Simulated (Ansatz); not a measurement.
# Run report: MoSe2, geometry relaxation (part 2 of 3)

The same run, continued: MoSe2 (6 atoms in the cell); DFT, PBE, plane waves, PAW, no spin polarisation (Ansatz 0.2.0); cutoff 420 eV, 8×8×1 k-mesh, Gaussian smearing of 0.02 eV. The structure was made by swapping elements on the sites of another compound; it need not be a known phase. The settings are looser than a standard set-up, so the numbers are not reference values.

Geometry of the input (Å; fractional positions):
```
3.2764  0.0000  0.0000
-1.6382  2.8374  0.0000
0.0000  0.0000  14.8416
Mo 0.6667  0.3333  0.7500
Mo 0.3333  0.6667  0.2500
Se 0.3333  0.6667  0.8615
Se 0.6667  0.3333  0.3615
Se 0.3333  0.6667  0.6385
Se 0.6667  0.3333  0.1385
```

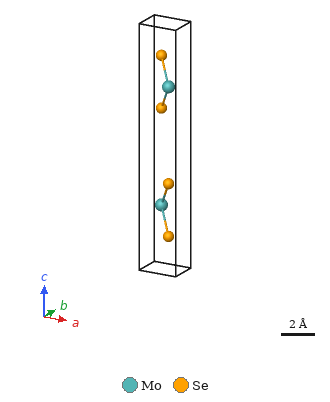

*The geometry at step 8 of the log (ball-and-stick view of the cell of the calculation, seen slightly off an axis).*

What the program printed, continued
```
relax step   6: F+E_penalty+E_count = -31792.46069439 eV  Δ(F+E_penalty+E_count) = -7.251e-4 eV  max|allowed force component| = 9.928e-4 eV/Å  Δτ_max = 0.0228 Å  P = +0.016 GPa  Ω = 145.915 Å³  energy of the carried Pulay correction = -9.342e-4 eV  (8 SCF iters, dr2 threshold 1.31e-7 eV, accepted)
Crystal: 6 atoms, lattice volume = 148.448 Å³
Basis set: ecut = 420 eV, 2943 PW (Γ), exchange–correlation on 48×48×200 points (8 copies of the dense FFT grid, shifted against one another)
iter 1 solved again at ethr=8.74e-6 eV; its pass at ethr=3.10e-3 eV (dr2=8.04e-3 eV) is discarded
SCF iter   1: F=—  HF=-31792.462773 eV  |F-HF|=—  |Δ(HF+E_count)|=         —  Δρ=2.27e-3  dr2=7.41e-3  ethr=8.74e-6  ⟨swp⟩=2.0  Hψ=2883  notcnv=0
preconditioner: auto → Resta (q_TF=auto, 2.519 Å⁻¹)  ε∞=5.8  [insulator: Δε(μ)=1.600 eV  Ē_g=8.360 eV  σ=0.020 eV  W_gap=1.00  n_scr=54 (ndim 8)  ℏωp=18.3 eV  f_vac=0.227  D(μ)=0.00/eV (n_scr^D=0)  ε∞_Penn≈5.8]
SCF iter   2: F=—  HF=-31792.461176 eV  |F-HF|=—  |Δ(HF+E_count)|=   1.60e-3  Δρ=1.20e-3  dr2=2.45e-3  ethr=8.06e-6  ⟨swp⟩=2.0  Hψ=709  notcnv=0
SCF iter   3: F=—  HF=-31792.460929 eV  |F-HF|=—  |Δ(HF+E_count)|=   2.47e-4  Δρ=4.49e-4  dr2=7.19e-4  ethr=2.67e-6  ⟨swp⟩=2.0  Hψ=1019  notcnv=0
SCF iter   4: F=—  HF=-31792.460873 eV  |F-HF|=—  |Δ(HF+E_count)|=   5.59e-5  Δρ=2.26e-4  dr2=1.48e-4  ethr=7.81e-7  ⟨swp⟩=2.0  Hψ=611  notcnv=0
SCF iter   5: F=—  HF=-31792.460888 eV  |F-HF|=—  |Δ(HF+E_count)|=   1.53e-5  Δρ=6.75e-5  dr2=3.04e-5  ethr=1.61e-7  ⟨swp⟩=2.9  Hψ=995  notcnv=0
SCF iter   6: F=—  HF=-31792.460879 eV  |F-HF|=—  |Δ(HF+E_count)|=   9.21e-6  Δρ=3.91e-5  dr2=7.72e-6  ethr=3.30e-8  ⟨swp⟩=2.0  Hψ=959  notcnv=0
SCF iter   7: F=—  HF=-31792.460874 eV  |F-HF|=—  |Δ(HF+E_count)|=   5.17e-6  Δρ=2.85e-5  dr2=1.43e-6  ethr=8.39e-9  ⟨swp⟩=3.1  Hψ=1145  notcnv=0
SCF iter   8: F=—  HF=-31792.460874 eV  |F-HF|=—  |Δ(HF+E_count)|=   7.09e-9  Δρ=4.79e-6  dr2=4.93e-8  ethr=1.55e-9  ⟨swp⟩=2.0  Hψ=740  notcnv=0
SCF iter   9: F=—  HF=-31792.460874 eV  |F-HF|=—  |Δ(HF+E_count)|=   8.56e-8  Δρ=1.21e-6  dr2=2.34e-9  ethr=5.36e-11  ⟨swp⟩=2.5  Hψ=952  notcnv=0
SCF iter  10: F=-31792.460874 eV  HF=-31792.460874 eV  |F-HF|=1.16e-10  |Δ(HF+E_count)|=   3.35e-9  Δρ=2.66e-7  dr2=9.71e-11  ethr=1.00e-12  ⟨swp⟩=3.8  Hψ=2690  notcnv=0
SCF 7 converged in 10 iterations: F = -31792.460874 eV  dr2 = 9.71e-11
relax step   7: F+E_penalty+E_count = -31792.46087406 eV  Δ(F+E_penalty+E_count) = -1.797e-4 eV  max|allowed force component| = 1.557e-2 eV/Å  Δτ_max = 0.0287 Å  P = +0.070 GPa  Ω = 148.448 Å³  energy of the carried Pulay correction = -1.221e-3 eV  (10 SCF iters, accepted)
Crystal: 6 atoms, lattice volume = 148.800 Å³
Basis set: ecut = 420 eV, 2945 PW (Γ), exchange–correlation on 48×48×200 points (8 copies of the dense FFT grid, shifted against one another)
iter 1 solved again at ethr=1.07e-7 eV; its pass at ethr=3.10e-3 eV (dr2=9.80e-5 eV) is discarded
SCF iter   1: F=—  HF=-31792.460934 eV  |F-HF|=—  |Δ(HF+E_count)|=         —  Δρ=2.44e-4  dr2=9.01e-5  ethr=1.07e-7  ⟨swp⟩=3.0  Hψ=2612  notcnv=0
preconditioner: auto → Resta (q_TF=auto, 2.518 Å⁻¹)  ε∞=5.8  [insulator: Δε(μ)=1.603 eV  Ē_g=8.362 eV  σ=0.020 eV  W_gap=1.00  n_scr=54 (ndim 8)  ℏωp=18.3 eV  f_vac=0.227  D(μ)=0.00/eV (n_scr^D=0)  ε∞_Penn≈5.8]
SCF iter   2: F=—  HF=-31792.460900 eV  |F-HF|=—  |Δ(HF+E_count)|=   3.39e-5  Δρ=1.34e-4  dr2=2.87e-5  ethr=9.79e-8  ⟨swp⟩=2.0  Hψ=591  notcnv=0
SCF iter   3: F=—  HF=-31792.460890 eV  |F-HF|=—  |Δ(HF+E_count)|=   1.03e-5  Δρ=2.98e-5  dr2=2.14e-6  ethr=3.12e-8  ⟨swp⟩=3.0  Hψ=953  notcnv=0
SCF iter   4: F=—  HF=-31792.460890 eV  |F-HF|=—  |Δ(HF+E_count)|=   2.59e-7  Δρ=2.07e-5  dr2=1.34e-6  ethr=2.33e-9  ⟨swp⟩=2.8  Hψ=974  notcnv=0
SCF iter   5: F=—  HF=-31792.460890 eV  |F-HF|=—  |Δ(HF+E_count)|=   7.65e-8  Δρ=9.56e-6  dr2=5.57e-7  ethr=1.45e-9  ⟨swp⟩=2.0  Hψ=681  notcnv=0
SCF iter   6: F=—  HF=-31792.460890 eV  |F-HF|=—  |Δ(HF+E_count)|=   3.07e-8  Δρ=3.75e-6  dr2=5.70e-8  ethr=6.05e-10  ⟨swp⟩=3.0  Hψ=1015  notcnv=0
SCF iter   7: F=-31792.460890 eV  HF=-31792.460890 eV  |F-HF|=5.97e-10  |Δ(HF+E_count)|=   4.37e-8  Δρ=2.19e-6  dr2=9.16e-9  ethr=4.31e-11  ⟨swp⟩=5.9  Hψ=2152  notcnv=0
SCF 8 converged in 7 iterations: F = -31792.460890 eV  dr2 = 9.16e-9
relax step   8: F+E_penalty+E_count = -31792.46089043 eV  Δ(F+E_penalty+E_count) = -1.637e-5 eV  max|allowed force component| = 1.087e-3 eV/Å  Δτ_max = 0.0028 Å  P = +0.001 GPa  Ω = 148.800 Å³  energy of the carried Pulay correction = -1.261e-3 eV  (7 SCF iters, dr2 threshold 3.96e-8 eV, accepted)
Crystal: 6 atoms, lattice volume = 149.513 Å³
Basis set: ecut = 420 eV, 2969 PW (Γ), exchange–correlation on 48×48×200 points (8 copies of the dense FFT grid, shifted against one another)
iter 1 solved again at ethr=6.54e-7 eV; its pass at ethr=3.10e-3 eV (dr2=6.01e-4 eV) is discarded
SCF iter   1: F=—  HF=-31792.461023 eV  |F-HF|=—  |Δ(HF+E_count)|=         —  Δρ=6.06e-4  dr2=5.45e-4  ethr=6.54e-7  ⟨swp⟩=3.0  Hψ=2598  notcnv=0
preconditioner: auto → Resta (q_TF=auto, 2.516 Å⁻¹)  ε∞=5.8  [insulator: Δε(μ)=1.614 eV  Ē_g=8.358 eV  σ=0.020 eV  W_gap=1.00  n_scr=54 (ndim 8)  ℏωp=18.2 eV  f_vac=0.232  D(μ)=0.00/eV (n_scr^D=0)  ε∞_Penn≈5.8]
SCF iter   2: F=—  HF=-31792.460909 eV  |F-HF|=—  |Δ(HF+E_count)|=   1.14e-4  Δρ=3.20e-4  dr2=1.75e-4  ethr=5.92e-7  ⟨swp⟩=2.1  Hψ=616  notcnv=0
SCF iter   3: F=—  HF=-31792.460890 eV  |F-HF|=—  |Δ(HF+E_count)|=   1.96e-5  Δρ=9.63e-5  dr2=3.10e-5  ethr=1.90e-7  ⟨swp⟩=2.0  Hψ=918  notcnv=0
SCF iter   4: F=—  HF=-31792.460843 eV  |F-HF|=—  |Δ(HF+E_count)|=   4.72e-5  Δρ=6.52e-5  dr2=1.71e-5  ethr=3.37e-8  ⟨swp⟩=2.2  Hψ=736  notcnv=0
SCF iter   5: F=—  HF=-31792.460841 eV  |F-HF|=—  |Δ(HF+E_count)|=   1.26e-6  Δρ=1.63e-5  dr2=1.69e-6  ethr=1.86e-8  ⟨swp⟩=2.1  Hψ=704  notcnv=0
SCF iter   6: F=—  HF=-31792.460833 eV  |F-HF|=—  |Δ(HF+E_count)|=   8.02e-6  Δρ=9.72e-6  dr2=2.29e-7  ethr=1.84e-9  ⟨swp⟩=2.0  Hψ=722  notcnv=0
SCF iter   7: F=—  HF=-31792.460833 eV  |F-HF|=—  |Δ(HF+E_count)|=   6.70e-8  Δρ=1.91e-6  dr2=7.88e-9  ethr=2.49e-10  ⟨swp⟩=2.0  Hψ=729  notcnv=0
SCF iter   8: F=—  HF=-31792.460833 eV  |F-HF|=—  |Δ(HF+E_count)|=   1.24e-8  Δρ=6.70e-7  dr2=9.27e-10  ethr=8.57e-12  ⟨swp⟩=2.5  Hψ=1028  notcnv=0
SCF iter   9: F=-31792.460833 eV  HF=-31792.460833 eV  |F-HF|=3.02e-10  |Δ(HF+E_count)|=  8.19e-10  Δρ=2.77e-7  dr2=1.20e-10  ethr=1.00e-12  ⟨swp⟩=5.0  Hψ=2338  notcnv=0
SCF 9 converged in 9 iterations: F = -31792.460833 eV  dr2 = 1.20e-10
relax step   9: F+E_penalty+E_count = -31792.46083338 eV  Δ(F+E_penalty+E_count) = +5.705e-5 eV  max|allowed force component| = 1.021e-3 eV/Å  Δτ_max = 0.0076 Å  P = +0.002 GPa  Ω = 149.513 Å³  energy of the carried Pulay correction = -1.340e-3 eV  (9 SCF iters, accepted)
Basis set: ecut = 420 eV, 2969 PW (Γ), exchange–correlation on 48×48×216 points (8 copies of the dense FFT grid, shifted against one another)
Initial wavefunctions: pseudopotential atomic-orbital guess (no wavefunctions were taken with the density)
iter 1 solved again at ethr=1.30e-7 eV; its pass at ethr=3.10e-3 eV (dr2=1.19e-4 eV) is discarded
SCF iter   1: F=—  HF=-31792.439298 eV  |F-HF|=—  |Δ(HF+E_count)|=         —  Δρ=9.54e-4  dr2=7.75e-5  ethr=1.30e-7  ⟨swp⟩=4.0  Hψ=3606  notcnv=0
preconditioner: auto → Resta (q_TF=auto, 2.516 Å⁻¹)  ε∞=5.8  [insulator: Δε(μ)=1.604 eV  Ē_g=8.348 eV  σ=0.020 eV  W_gap=1.00  n_scr=54 (ndim 8)  ℏωp=18.2 eV  f_vac=0.230  D(μ)=0.00/eV (n_scr^D=0)  ε∞_Penn≈5.8]
SCF iter   2: F=—  HF=-31792.450863 eV  |F-HF|=—  |Δ(HF+E_count)|=   1.16e-2  Δρ=4.81e-4  dr2=1.19e-5  ethr=8.43e-8  ⟨swp⟩=3.2  Hψ=1085  notcnv=0
SCF iter   3: F=—  HF=-31792.459351 eV  |F-HF|=—  |Δ(HF+E_count)|=   8.49e-3  Δρ=2.06e-4  dr2=3.71e-6  ethr=1.29e-8  ⟨swp⟩=3.1  Hψ=980  notcnv=0
SCF iter   4: F=—  HF=-31792.462019 eV  |F-HF|=—  |Δ(HF+E_count)|=   2.67e-3  Δρ=4.44e-5  dr2=3.42e-6  ethr=4.03e-9  ⟨swp⟩=2.8  Hψ=873  notcnv=0
SCF iter   5: F=—  HF=-31792.462094 eV  |F-HF|=—  |Δ(HF+E_count)|=   7.51e-5  Δρ=1.11e-5  dr2=3.37e-7  ethr=3.72e-9  ⟨swp⟩=2.0  Hψ=682  notcnv=0
SCF iter   6: F=—  HF=-31792.462097 eV  |F-HF|=—  |Δ(HF+E_count)|=   2.87e-6  Δρ=4.82e-6  dr2=1.66e-7  ethr=3.66e-10  ⟨swp⟩=2.9  Hψ=1019  notcnv=0
SCF iter   7: F=—  HF=-31792.462097 eV  |F-HF|=—  |Δ(HF+E_count)|=   2.83e-7  Δρ=2.57e-6  dr2=6.21e-8  ethr=1.80e-10  ⟨swp⟩=2.0  Hψ=677  notcnv=0
SCF iter   8: F=—  HF=-31792.462097 eV  |F-HF|=—  |Δ(HF+E_count)|=   2.78e-8  Δρ=8.63e-7  dr2=7.39e-9  ethr=6.75e-11  ⟨swp⟩=2.1  Hψ=703  notcnv=0
SCF iter   9: F=—  HF=-31792.462097 eV  |F-HF|=—  |Δ(HF+E_count)|=  7.13e-10  Δρ=2.73e-7  dr2=6.61e-10  ethr=8.03e-12  ⟨swp⟩=2.0  Hψ=692  notcnv=0
SCF iter  10: F=-31792.462097 eV  HF=-31792.462097 eV  |F-HF|=3.27e-11  |Δ(HF+E_count)|=  1.93e-10  Δρ=3.74e-8  dr2=1.99e-12  ethr=1.00e-12  ⟨swp⟩=5.2  Hψ=1785  notcnv=0
the search or the solves at the SCF's close seem to have found levels that the self-consistency loop had missed (the run counts 1). By its estimate they hold under 1e-12 electrons; where the run keeps them, the occupations were computed again with them
SCF 10 converged in 10 iterations: F = -31792.462097 eV  dr2 = 1.99e-12
relax step  10: F+E_penalty+E_count = -31792.46209711 eV  Δ(F+E_penalty+E_count) = -1.264e-3 eV  max|allowed force component| = 7.933e-4 eV/Å  Δτ_max = 0.0000 Å  P = -0.001 GPa  Ω = 149.513 Å³  stress off target by 8.55e-3 GPa  SCF on the basis re-selected at this cell (its energy is not comparable with the rows above)  (10 SCF iters)
```

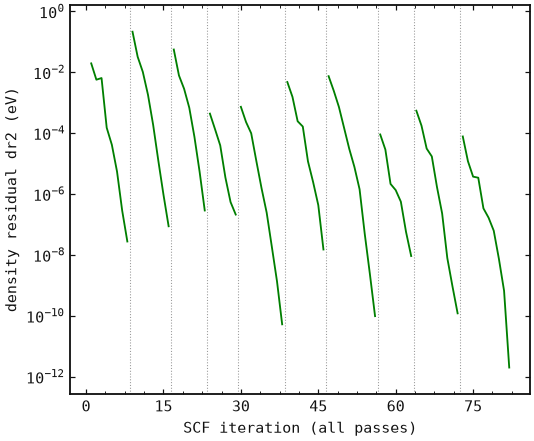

*Convergence of the self-consistent field: density residual dr2 against the SCF iteration. The dotted lines part the SCF passes of the relaxation: geometry steps, rejected trials and re-solves on a re-selected basis.*

The 10 passes take 6 to 10 iterations each, 82 in all.

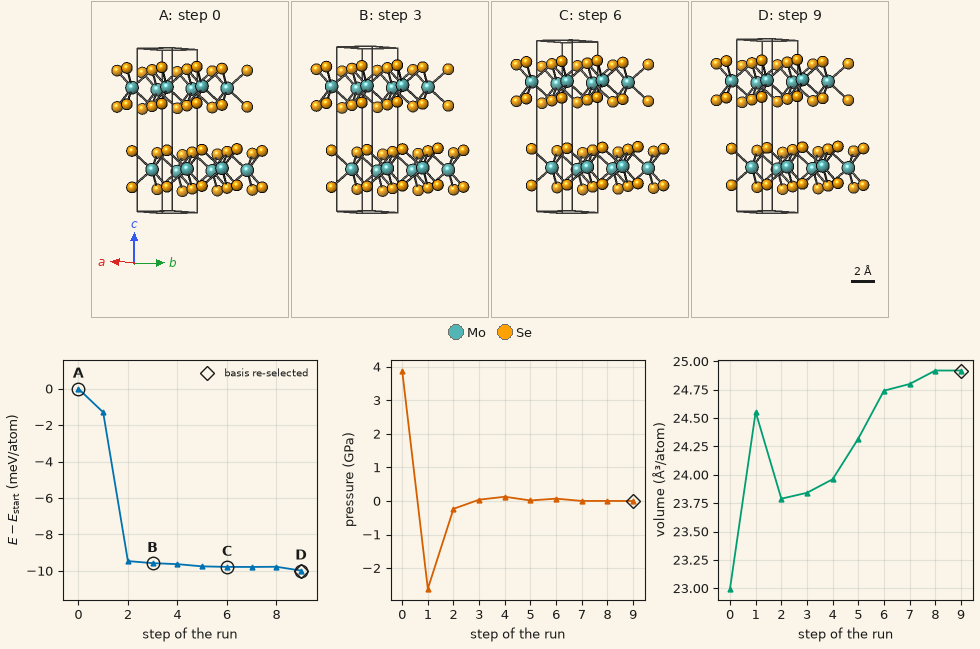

*Frames of the relaxation (ball-and-stick view of the cell of the calculation, repeated 2 × 3 × 1, with bonded neighbours outside it, seen at an oblique angle) above the curves, on which the letters mark them (the first geometry is step 0 here and step 1 in the log).*

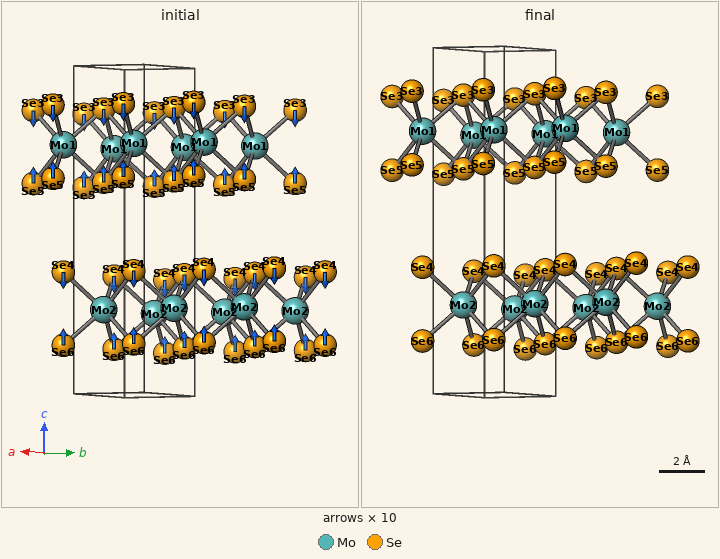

*Before (left) and after (right) the relaxation, at one scale (ball-and-stick view of the cell of the calculation, repeated 2 × 3 × 1, with bonded neighbours outside it, seen at an oblique angle). The blue arrows give the displacements (without the part carried along by the change of the cell), magnified 10 times.*

After 8 geometry steps the energy has fallen by 9.8 meV per atom. Largest force component: 0.48 eV/Å at the start, 0.00079 eV/Å at the end. Pressure: 3.89 GPa at the start and 0.00 GPa at the end. The largest moves relative to the cell, 0.078 Å, are those of Se3, Se4, Se5 and Se6. Mo stays in place. The drawn cell changes as follows: a = b 3.276 → 3.320 Å (+1.3 %), c 14.842 → 15.660 Å (+5.5 %); the volume changes by +8.4 %. Among the contacts that change: Mo1–Se3 2.514 → 2.542 Å. The space group stays P6_3/mmc (No. 194). A last SCF at the same geometry on a re-selected plane-wave basis shifts the energy by −0.2 meV per atom. (Atoms are counted from 1 in the order of the input.)

```
basis re-selected at this cell: Δ(F+E_penalty+E_count) = -1.264e-3 eV, ΔP = -0.003 GPa vs the last step (what re-selecting the basis moved, of the pressure what is left beyond the Pulay correction that the steps carried, after the strain that the cell walked since its last selection, with what the two solves' SCF thresholds leave and, on support functions, any second-order correction that the steps lacked; it is no measure of the basis error at this ecutwfc). The dense FFT grid was sized anew with the basis: this SCF ran on 24×24×108 points, the steps before it on 24×24×100, so part of this shift can come from that change (see relax.cell in the input reference). This SCF's stress stands 8.55e-3 GPa from its target on what of the cell is left free (relax.cell.stress_tol is 1.00e-1 GPa) and its largest allowed force component is 7.93e-4 eV/Å (relax.f_tol is 1.00e-2 eV/Å): within both
SCF converged after 10 iterations
Free energy (F): -31792.462097 eV
Harris-Foulkes:  -31792.462097 eV  (|F-HF|=3.27e-11)
Internal energy: -31792.462097 eV  (E = F + TS)
E sigma→0 (E₀):  -31792.462097 eV
Fermi energy:    9.487564 eV
--- Per-component energies (eV) ---
  E_band       = -1928.441702
  E_kinetic    = 1356.091720
  E_local      = -16544.151158  (includes V_loc(G=0)·N_el)
  E_nonlocal   = -2095.889184
  E_hartree    = 7810.080135
  E_xc         = -784.368739
  E_vxc        = -851.491476  (∫ρ·V_xc dr)
  E_paw        = -14048.355995  (= ΣΔE_a)
  E_vpaw       = 586.840363  (= ΣTr[D̂ρ^β])
  E_aug_tail   = -0.002260  (compensation charges beyond the density's cutoff)
  E_ewald      = -7485.866616
  E_smearing   = -0.000000  (= −TS)
  E_closure    = 0.000000  (closes the sum)
  Σ components = -31792.462097   (vs F -31792.462097, Δ=0.00e0)
--- Forces (eV/Å), atoms counted from 1 ---
  atom   1  Mo     0.00000000    -0.00000000     0.00000000
  atom   2  Mo    -0.00000000     0.00000000    -0.00000000
  atom   3  Se     0.00000000    -0.00000000     0.00079334
  atom   4  Se    -0.00000000     0.00000000     0.00079334
  atom   5  Se     0.00000000    -0.00000000    -0.00079334
  atom   6  Se    -0.00000000     0.00000000    -0.00079334
  max |Σ_I F_I| component: 5.78e-18 eV/Å
```
